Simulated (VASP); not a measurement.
Geometry relaxation, with input and output: Al2Cu (part 4 of 4)

Continued. System: Al2Cu (I4/mcm, 6 atoms in the cell). Method: Kohn-Sham DFT of a periodic cell, r2SCAN, VASP PAW PBE potentials, recommended, no spin polarisation (VASP 6.6.1); cutoff 600 eV, 14×14×14 k-mesh, methfessel-paxton of 0.2 eV. The structure was built on a prototype by a generator; it need not be a known phase.

Geometry of the input (Å; fractional positions):
```
-3.0335  3.0335  2.4385
3.0335  -3.0335  2.4385
3.0335  3.0335  -2.4385
Al 0.6581  0.1581  0.8162
Al 0.1581  0.3419  0.5000
Al 0.3419  0.8419  0.1838
Al 0.8419  0.6581  0.5000
Cu 0.2500  0.2500  0.0000
Cu 0.7500  0.7500  0.0000
```

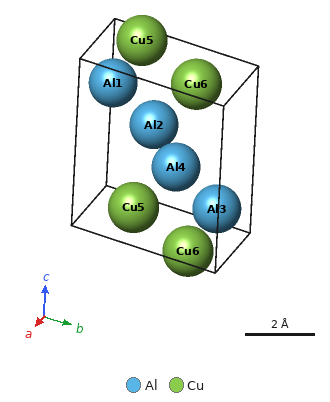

The geometry at step 8 of the log (spheres-only view of the cell of the calculation, seen slightly off an axis; atoms are numbered from 1 in the order of the input).

**Trajectory as extended XYZ, continued**
```
6
Lattice="-2.9968 2.9968 2.4016 2.9968 -2.9968 2.4016 2.9968 2.9968 -2.4016" Properties=species:S:1:pos:R:3:forces:R:3 step=8 energy=-49.54213
Al    0.9545    3.9513    0.0000    0.0022   0.0022   0.0000
Al    2.0423    0.9545    0.0000   -0.0022   0.0022   0.0000
Al    2.0423   -0.9545    2.4016   -0.0022  -0.0022   0.0000
Al    0.9545    2.0423    2.4016    0.0022  -0.0022   0.0000
Cu    0.0000    0.0000    1.2008    0.0000   0.0000   0.0000
Cu    0.0000    0.0000    3.6024    0.0000   0.0000   0.0000
```
